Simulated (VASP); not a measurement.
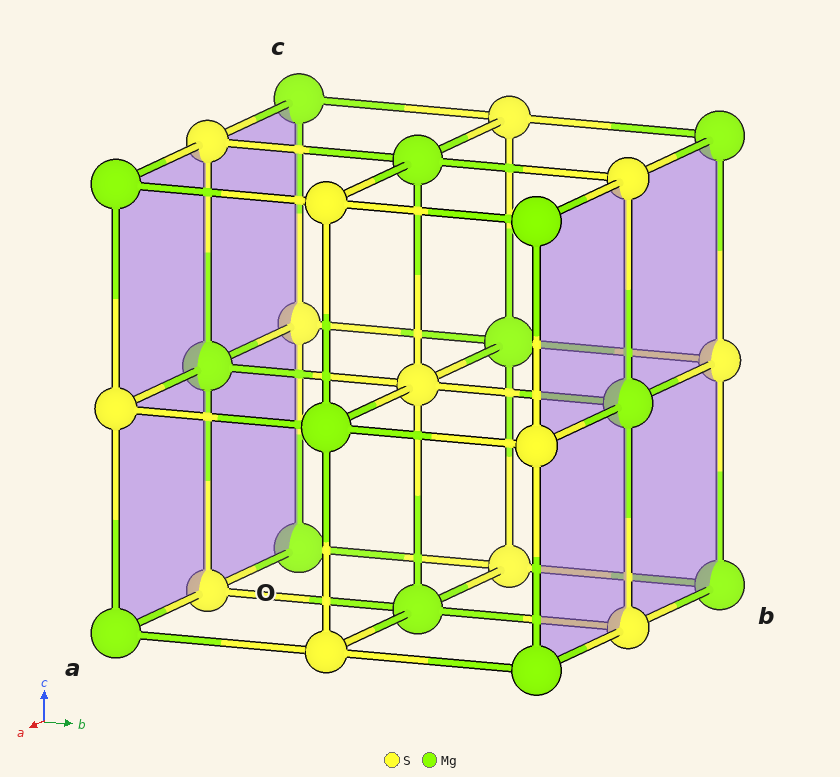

Every member of one family of equally spaced planes, hx + ky + lz = a whole number, that cuts the unit cell is shaded (one member passes through the origin O). Crystal: MgS, an entry of the Crystallography Open Database, as set up for an electronic-structure calculation. The drawing is computed from the coordinates (standard cell, symmetry found to 0.002 Å).

a = 5.203 Å, b = 5.203 Å, c = 5.203 Å, α = 90.00°, β = 90.00°, γ = 90.00°.

Q: Index the planes.

A: (0 1 0); the opposite sign names the same planes. The member next to the origin meets the axes a never, b at 1, c never.

Q: What is the spacing?

A: d = 5.203 Å.

Q: Which atoms of the cell lie in these planes (within 0.03 Å)?

A: 2 of the 4 S, 2 of the 4 Mg.

Q: The space group is Fm-3m, No. 225. How many reflections hkl are equivalent to this one (itself included), and does it occur?

A: 6 reflections are equivalent in the Laue class m-3m. The reflection is systematically absent, by the centring.
